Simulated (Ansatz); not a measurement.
**Sb: nudged elastic band (part 2 of 2)**

Sb (defect cell, 19 atoms in the cell); DFT PBE, scalar-relativistic, plane waves, PAW, no spin polarisation (Ansatz 0.2.0); cutoff 420 eV, 4×4×4 k-mesh, Gaussian smearing of 0.1 eV. The structure derives from an entry of the Crystallography Open Database. It belongs to a series of runs on one base structure; here: band between the two ends.

Geometry of the input (Å; fractional positions):
```
6.2209  -6.2209  3.1105
-6.2209  3.1105  6.2209
-6.2209  -3.1105  -6.2209
Sb 0.1964  0.2959  0.8981
Sb 0.3978  0.6019  0.7982
Sb 0.6022  0.8981  0.7018
Sb 0.0000  0.4951  0.4951
Sb 0.1964  0.7982  0.4005
Sb 0.6059  0.1638  0.9421
Sb 0.7987  0.4508  0.8479
Sb 0.2013  0.0492  0.6521
Sb 0.3941  0.3362  0.5579
Sb 0.6030  0.6521  0.4508
Sb 0.7782  0.9421  0.3362
Sb 0.0000  0.2500  0.2500
Sb 0.2218  0.5579  0.1638
Sb 0.3970  0.8479  0.0492
Sb 0.8036  0.2041  0.6019
Sb 0.3978  0.0995  0.2959
Sb 0.6022  0.4005  0.2041
Sb 0.8036  0.7018  0.0995
Sb 0.0000  0.0049  0.0049
```

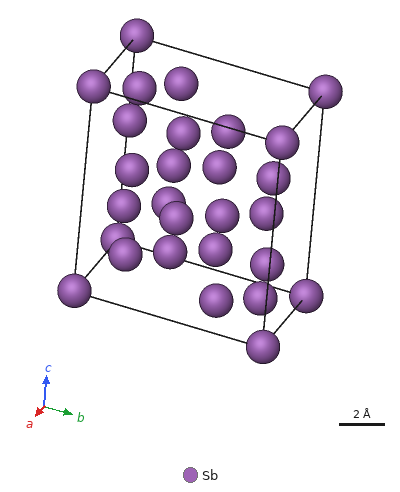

Figure 1. The input geometry (spheres-only view of the cell of the calculation, seen slightly off an axis).

Output, continued:
```
  k-point 0: bands = ["-20.0659", "-20.0581", "-20.0430", "-20.0210", "-20.0201", "-20.0089", "-20.0053", "-20.0031", "-20.0031", "-20.0011", "-19.9961", "-19.9954", "-19.9923", "-19.9896", "-19.9856", "-19.9802", "-19.9746", "-19.9731", "-19.9717", "-19.9707", "-19.9696", "-19.9691", "-19.9668", "-19.9641", "-19.9611", "-19.9597", "-19.9595", "-19.9516", "-19.9482", "-19.9473", "-19.9467", "-19.9447", "-19.9435", "-19.9423", "-19.9419", "-19.9387", "-19.9374", "-19.9374", "-19.9364", "-19.9359",
      "-19.9347", "-19.9338", "-19.9337", "-19.9330", "-19.9330", "-19.9319", "-19.9313", "-19.9303", "-19.9268", "-19.9252", "-19.9243", "-19.9237", "-19.9223", "-19.9198", "-19.9166", "-19.9161", "-19.9150", "-19.9145", "-19.9129", "-19.9123", "-19.9118", "-19.9108", "-19.9101", "-19.9084", "-19.9072", "-19.9061", "-19.9042", "-19.9036", "-19.9021", "-19.9019", "-19.9008", "-19.8996", "-19.8901", "-19.8899", "-19.8883", "-19.8867", "-19.8850", "-19.8845", "-19.8844", "-19.8822",
      "-19.8789", "-19.8746", "-19.8738", "-19.8732", "-19.8722", "-19.8714", "-19.8588", "-19.8546", "-19.8537", "-19.8523", "-19.8363", "-19.8193", "-19.8164", "-19.8101", "-19.7997", "-3.0024", "-1.0809", "-1.0307", "-0.9812", "-0.9671", "-0.8979", "-0.8481", "-0.7282", "-0.6681", "-0.6215", "-0.4385", "-0.4260", "0.0311", "0.6808", "1.7467", "2.0103", "2.0179", "2.4282", "2.7723", "3.8512", "4.8922", "5.0667", "5.1493", "5.2882", "5.8502",
      "5.9474", "6.0007", "6.4491", "6.4516", "6.4954", "6.6008", "6.7678", "6.7681", "6.8507", "6.9178", "7.0063", "7.1032", "7.1638", "7.1842", "7.1900", "7.4862", "7.7597", "7.7858", "8.0805", "8.3868", "8.4894", "8.5483", "8.5827", "8.5909", "8.7759", "9.2065", "9.7243", "9.9343", "10.3789", "10.6295", "10.7890", "11.2318", "11.2881", "11.8407", "11.9573", "12.2016", "12.4124", "12.4438", "12.5485", "12.5553",
      "12.5737", "12.6858", "12.7400", "12.7748", "12.7760", "12.8379", "12.8847", "12.8966", "12.9018", "12.9684", "13.1206"]
  k-point 1: bands = ["-20.0612", "-20.0512", "-20.0407", "-20.0295", "-20.0227", "-20.0191", "-20.0140", "-20.0057", "-19.9987", "-19.9954", "-19.9926", "-19.9906", "-19.9885", "-19.9830", "-19.9819", "-19.9807", "-19.9774", "-19.9766", "-19.9734", "-19.9725", "-19.9675", "-19.9673", "-19.9665", "-19.9620", "-19.9604", "-19.9591", "-19.9573", "-19.9560", "-19.9524", "-19.9511", "-19.9489", "-19.9476", "-19.9456", "-19.9445", "-19.9436", "-19.9431", "-19.9419", "-19.9412", "-19.9401", "-19.9375",
      "-19.9364", "-19.9356", "-19.9346", "-19.9331", "-19.9323", "-19.9299", "-19.9293", "-19.9277", "-19.9265", "-19.9257", "-19.9252", "-19.9234", "-19.9226", "-19.9220", "-19.9196", "-19.9171", "-19.9169", "-19.9157", "-19.9139", "-19.9119", "-19.9106", "-19.9101", "-19.9073", "-19.9061", "-19.9055", "-19.9041", "-19.9031", "-19.9015", "-19.9009", "-19.8999", "-19.8992", "-19.8938", "-19.8903", "-19.8886", "-19.8870", "-19.8868", "-19.8849", "-19.8847", "-19.8808", "-19.8789",
      "-19.8773", "-19.8759", "-19.8742", "-19.8723", "-19.8689", "-19.8613", "-19.8586", "-19.8554", "-19.8527", "-19.8463", "-19.8377", "-19.8242", "-19.8237", "-19.8137", "-19.8015", "-2.8654", "-1.7712", "-1.2582", "-1.1329", "-1.0342", "-0.9721", "-0.7722", "-0.6259", "-0.5000", "-0.2557", "-0.1829", "0.0551", "0.3981", "0.7213", "1.2304", "1.6755", "2.0102", "2.2797", "2.7928", "4.2197", "4.3983", "5.0368", "5.3572", "5.5503", "5.8495",
      "5.9581", "6.0884", "6.1564", "6.2475", "6.3379", "6.4589", "6.5315", "6.6531", "6.6875", "6.7732", "6.8480", "6.9805", "7.0195", "7.3218", "7.5087", "7.5746", "7.8287", "7.9103", "8.0786", "8.4168", "8.5058", "8.7663", "9.0406", "9.3813", "9.4732", "9.5711", "9.9680", "10.2492", "10.4176", "10.5858", "10.7584", "10.9920", "11.1471", "11.2182", "11.4564", "11.5922", "11.9209", "12.1167", "12.2546", "12.3280",
      "12.5050", "12.5734", "12.6987", "12.8604", "12.9055", "12.9195", "13.0750", "13.1836", "13.3467", "13.6902", "13.7575"]
  k-point 2: bands = ["-20.0485", "-20.0484", "-20.0376", "-20.0357", "-20.0337", "-20.0229", "-20.0092", "-20.0051", "-20.0049", "-19.9947", "-19.9900", "-19.9898", "-19.9858", "-19.9857", "-19.9837", "-19.9787", "-19.9761", "-19.9750", "-19.9740", "-19.9739", "-19.9719", "-19.9695", "-19.9685", "-19.9627", "-19.9577", "-19.9557", "-19.9548", "-19.9542", "-19.9538", "-19.9527", "-19.9502", "-19.9488", "-19.9479", "-19.9463", "-19.9456", "-19.9431", "-19.9427", "-19.9412", "-19.9385", "-19.9382",
      "-19.9370", "-19.9369", "-19.9363", "-19.9363", "-19.9338", "-19.9316", "-19.9305", "-19.9282", "-19.9274", "-19.9255", "-19.9236", "-19.9223", "-19.9216", "-19.9209", "-19.9192", "-19.9186", "-19.9177", "-19.9156", "-19.9147", "-19.9132", "-19.9093", "-19.9084", "-19.9077", "-19.9062", "-19.9058", "-19.9051", "-19.9025", "-19.8994", "-19.8993", "-19.8983", "-19.8973", "-19.8946", "-19.8934", "-19.8931", "-19.8867", "-19.8856", "-19.8827", "-19.8816", "-19.8798", "-19.8775",
      "-19.8774", "-19.8760", "-19.8715", "-19.8703", "-19.8603", "-19.8574", "-19.8531", "-19.8495", "-19.8454", "-19.8431", "-19.8422", "-19.8314", "-19.8287", "-19.8232", "-19.8036", "-2.5408", "-2.3434", "-1.3163", "-1.2316", "-1.1933", "-1.0169", "-0.7615", "-0.6328", "-0.2234", "-0.1195", "0.3821", "0.3910", "0.4547", "0.8927", "1.1666", "1.2359", "1.4708", "2.1721", "2.8117", "4.5346", "4.5950", "5.1489", "5.3019", "5.4568", "5.4738",
      "5.5527", "5.8780", "5.9386", "6.0059", "6.1474", "6.3588", "6.3772", "6.5729", "6.7789", "6.8497", "6.8758", "7.1813", "7.2919", "7.5323", "7.6209", "7.7910", "7.9826", "8.1974", "8.4438", "8.5048", "8.5309", "9.0176", "9.3297", "9.4571", "9.5304", "9.9008", "9.9423", "10.1076", "10.3276", "10.4417", "10.6701", "10.9695", "11.1558", "11.4473", "11.5016", "11.6632", "11.8796", "11.8904", "12.0920", "12.1343",
      "12.4482", "12.4801", "12.6988", "12.8548", "12.9497", "12.9573", "13.0706", "13.1699", "13.2412", "13.5592", "13.6991"]
  k-point 35: bands = ["-20.0660", "-20.0577", "-20.0456", "-20.0283", "-20.0273", "-20.0131", "-20.0055", "-19.9991", "-19.9988", "-19.9918", "-19.9898", "-19.9878", "-19.9823", "-19.9773", "-19.9759", "-19.9752", "-19.9737", "-19.9714", "-19.9705", "-19.9701", "-19.9690", "-19.9686", "-19.9650", "-19.9638", "-19.9627", "-19.9618", "-19.9595", "-19.9581", "-19.9578", "-19.9551", "-19.9526", "-19.9493", "-19.9483", "-19.9476", "-19.9466", "-19.9458", "-19.9445", "-19.9407", "-19.9405", "-19.9391",
      "-19.9373", "-19.9365", "-19.9359", "-19.9355", "-19.9350", "-19.9323", "-19.9313", "-19.9310", "-19.9263", "-19.9262", "-19.9255", "-19.9254", "-19.9250", "-19.9238", "-19.9213", "-19.9193", "-19.9176", "-19.9150", "-19.9149", "-19.9136", "-19.9088", "-19.9075", "-19.9052", "-19.9052", "-19.9042", "-19.9034", "-19.9027", "-19.9017", "-19.9002", "-19.8987", "-19.8971", "-19.8897", "-19.8875", "-19.8871", "-19.8854", "-19.8849", "-19.8828", "-19.8816", "-19.8800", "-19.8798",
      "-19.8755", "-19.8716", "-19.8713", "-19.8711", "-19.8709", "-19.8694", "-19.8650", "-19.8581", "-19.8524", "-19.8522", "-19.8333", "-19.8324", "-19.8166", "-19.8102", "-19.8004", "-2.2640", "-2.1163", "-1.8450", "-1.8202", "-1.3885", "-1.3814", "0.2108", "0.2151", "0.2499", "0.2549", "0.2857", "0.3626", "0.5462", "0.5943", "0.7403", "0.7899", "0.9768", "1.6956", "3.7313", "4.8728", "4.8749", "5.1638", "5.4892", "5.6292", "5.7057",
      "5.7167", "5.7530", "5.7535", "5.7699", "5.8910", "5.9020", "5.9978", "6.2208", "6.5048", "6.5953", "6.7539", "7.1412", "7.2049", "7.4706", "7.5473", "7.8865", "8.0045", "8.1675", "8.3851", "8.5679", "8.8693", "9.3682", "9.4300", "9.6115", "9.6185", "9.6427", "9.6639", "10.3339", "10.3890", "10.8402", "10.9497", "11.0330", "11.2198", "11.2496", "11.5631", "11.6081", "11.7295", "11.7793", "11.9573", "12.1063",
      "12.5588", "12.7762", "13.0301", "13.0803", "13.1956", "13.2321", "13.4110", "13.4867", "13.5763", "13.7252", "13.7774"]
this run last wrote the band of iteration 4 to [file]
--- NEB band (3 images, 4 band iterations, 42 SCF iterations) ---
  forward barrier  = 0.257149 eV
  backward barrier = 0.257149 eV
  lagrangian_above_aufbau_ev (what the smearing adds, to first order; not taken off the barriers): saddle image -0.019776 eV, end points -0.028424 and -0.028424 eV
  energies are F+E_penalty+E_count in eV, relative to image 0
  image     s (Å)  Δ vs image 0  max|band force component| (eV/Å)
      0    0.0000      0.000000                                 —
  *   1    1.5582      0.257149                          2.909e-2
      2    3.1164      0.000000                                 —
  highest-image geometry (image 1):
  cell:  # Å, volume = 601.8723 Å³
    - [6.2209225141, -6.2209225141, 3.1104612571]
    - [-6.2209225141, 3.1104612571, 6.2209225141]
    - [-6.2209225141, -3.1104612571, -6.2209225141]
  atoms:
    - { symbol: Sb, position: [0.19659655069288431, 0.2901696132958689, 0.8946288936265956] }
    - { symbol: Sb, position: [0.4003288847128226, 0.6014728002138705, 0.7994477250096488] }
    - { symbol: Sb, position: [0.5999999987240854, 0.9000000005272991, 0.7000000000693545] }
    - { symbol: Sb, position: [0.0034034496460694334, 0.509830375397762, 0.5053711021543669] }
    - { symbol: Sb, position: [0.19659655084658315, 0.8019676565172382, 0.40642693543448494] }
    - { symbol: Sb, position: [0.5994171254679467, 0.15876822252426204, 0.9406489009265984] }
    - { symbol: Sb, position: [0.7898892113785058, 0.4421294865293968, 0.8477597246322964] }
    - { symbol: Sb, position: [0.0999999974275263, -0.09999998835337298, 0.6999999870397726] }
    - { symbol: Sb, position: [0.41011078960598574, 0.3578705023685654, 0.5522402860256341] }
    - { symbol: Sb, position: [0.600582878839254, 0.6412317786512715, 0.4593510983746344] }
    - { symbol: Sb, position: [0.7976286234166108, 0.9554697679520601, 0.34215885601818846] }
    - { symbol: Sb, position: [-0.02023632446717453, 0.24047803251016286, 0.23928564467780927] }
    - { symbol: Sb, position: [0.2202363416956604, 0.5595219841606396, 0.16071435810747411] }
    - { symbol: Sb, position: [0.4023713650654734, 0.844530228521921, 0.057841135617181044] }
    - { symbol: Sb, position: [0.7996711109590806, 0.19852719152334306, 0.600552274055512] }
    - { symbol: Sb, position: [0.400328884232624, 0.10088115944008048, 0.2988560831974308] }
    - { symbol: Sb, position: [0.6000000015471167, 0.4000000000894087, 0.19999999985117328] }
    - { symbol: Sb, position: [0.799671109894522, 0.6991188365174495, 0.10114391828937305] }
    - { symbol: Sb, position: [0.0034034503144235724, -0.0019676483872265796, -0.006426923107527995] }
```

The last band as extended XYZ (Å, eV, eV/Å):
```
19
Lattice="6.2209 -6.2209 3.1105 -6.2209 3.1105 6.2209 -6.2209 -3.1105 -6.2209" Properties=species:S:1:pos:R:3:forces:R:3 image=0 energy=-123203.66700
Sb   -6.2063   -3.0949   -3.1357   -0.0064   0.0003  -0.0058
Sb   -6.2356   -3.0853    0.0156    0.0064   0.0058   0.0003
Sb   -6.2063   -3.1357    3.0949   -0.0064  -0.0058  -0.0003
Sb   -6.1603    0.0000    0.0000    0.0096   0.0000   0.0000
Sb   -6.2356    0.0156    3.0853    0.0064   0.0003  -0.0058
Sb   -3.1105   -6.1898   -2.9569    0.0000  -0.0170   0.0111
Sb   -3.1105   -6.2035    0.0145    0.0000  -0.0135  -0.0109
Sb   -3.1105   -3.1279   -3.1249    0.0000   0.0135   0.0109
Sb   -3.1105   -3.1416   -0.1536    0.0000   0.0170  -0.0111
Sb   -3.1105   -3.1249    3.1279    0.0000   0.0109  -0.0135
Sb   -3.1105   -2.9569    6.1898    0.0000   0.0111   0.0170
Sb   -3.1105    0.0000    0.0000    0.0000   0.0000   0.0000
Sb   -3.1105   -0.1536    3.1416    0.0000  -0.0111  -0.0170
Sb   -3.1105    0.0145    6.2035    0.0000  -0.0109   0.0135
Sb   -0.0147   -6.2365    0.0252    0.0064  -0.0003   0.0058
Sb    0.0147   -3.0853    0.0156   -0.0064   0.0058   0.0003
Sb   -0.0147   -3.1357    3.0949    0.0064  -0.0058  -0.0003
Sb    0.0147   -3.1261    6.2461   -0.0064  -0.0003   0.0058
Sb   -0.0607    0.0000    0.0000   -0.0096   0.0000   0.0000
19
Lattice="6.2209 -6.2209 3.1105 -6.2209 3.1105 6.2209 -6.2209 -3.1105 -6.2209" Properties=species:S:1:pos:R:3:forces:R:3 image=1 energy=-123203.40985
Sb   -6.1475   -3.1032   -3.1488   -0.0024  -0.0023  -0.0066
Sb   -6.2246   -3.1062    0.0136   -0.0027  -0.0002   0.0112
Sb   -6.2209   -3.1105    3.1105    0.0000   0.0000   0.0000
Sb   -6.2943   -0.0073    0.0383    0.0024   0.0023   0.0066
Sb   -6.2943    0.0073    3.0721    0.0024  -0.0023  -0.0066
Sb   -3.1105   -6.1609   -2.9996    0.0000  -0.0119   0.0291
Sb   -3.1105   -6.1755   -0.0665    0.0000   0.0175  -0.0046
Sb   -3.1105   -3.1105   -4.6657    0.0000   0.0000   0.0000
Sb   -3.1105   -3.1558    0.0665    0.0000  -0.0175   0.0046
Sb   -3.1105   -3.1704    2.9996    0.0000   0.0119  -0.0291
Sb   -3.1105   -3.0543    6.2964    0.0000   0.0032   0.0114
Sb   -3.1105    0.1296   -0.0555    0.0000   0.0152  -0.0066
Sb   -3.1105   -0.1296    3.1660    0.0000  -0.0152   0.0066
Sb   -3.1105   -0.0562    6.1455    0.0000  -0.0032  -0.0114
Sb    0.0037   -6.2252   -0.0136    0.0027   0.0002  -0.0112
Sb    0.0037   -3.1062    0.0136    0.0027  -0.0002   0.0112
Sb    0.0000   -3.1105    3.1105    0.0000   0.0000   0.0000
Sb   -0.0037   -3.1147    6.2073   -0.0027   0.0002  -0.0112
Sb    0.0734   -0.0073    0.0383   -0.0024   0.0023   0.0066
19
Lattice="6.2209 -6.2209 3.1105 -6.2209 3.1105 6.2209 -6.2209 -3.1105 -6.2209" Properties=species:S:1:pos:R:3:forces:R:3 image=2 energy=-123203.66700
Sb   -6.2816   -3.1105   -3.1105   -0.0096   0.0000   0.0000
Sb   -6.2063   -3.0949   -0.0252   -0.0064   0.0003  -0.0058
Sb   -6.2356   -3.0853    3.1261    0.0064   0.0058   0.0003
Sb   -6.2356   -0.0156    0.0252    0.0064  -0.0003   0.0058
Sb   -6.1603    0.0000    3.1105    0.0096   0.0000   0.0000
Sb   -3.1105   -6.2065   -3.1279    0.0000  -0.0109   0.0135
Sb   -3.1105   -6.1898    0.1536    0.0000  -0.0170   0.0111
Sb   -3.1105   -3.0930   -6.2065    0.0000  -0.0135  -0.0109
Sb   -3.1105   -3.1279   -0.0145    0.0000   0.0135   0.0109
Sb   -3.1105   -3.1416    2.9569    0.0000   0.0170  -0.0111
Sb   -3.1105   -3.1249    6.2383    0.0000   0.0109  -0.0135
Sb   -3.1105    0.1536   -0.0311    0.0000   0.0111   0.0170
Sb   -3.1105    0.0000    3.1105    0.0000   0.0000   0.0000
Sb   -3.1105   -0.1536    6.2520    0.0000  -0.0111  -0.0170
Sb    0.0147   -6.2461   -0.0156   -0.0064  -0.0058  -0.0003
Sb   -0.0147   -3.0949   -0.0252    0.0064   0.0003  -0.0058
Sb    0.0147   -3.0853    3.1261   -0.0064   0.0058   0.0003
Sb   -0.0147   -3.1357    6.2053    0.0064  -0.0058  -0.0003
Sb    0.0147   -0.0156    0.0252   -0.0064  -0.0003   0.0058
```

Summary:

```csv
quantity,value
outcome,converged
"barrier, forward",0.257 eV
"barrier, backward",0.257 eV
electrons treated,285
wall time,8.4 min (CPU time 31 min)
peak memory,5.8 GiB
```

Notes:

The order of the saddle point was not checked.
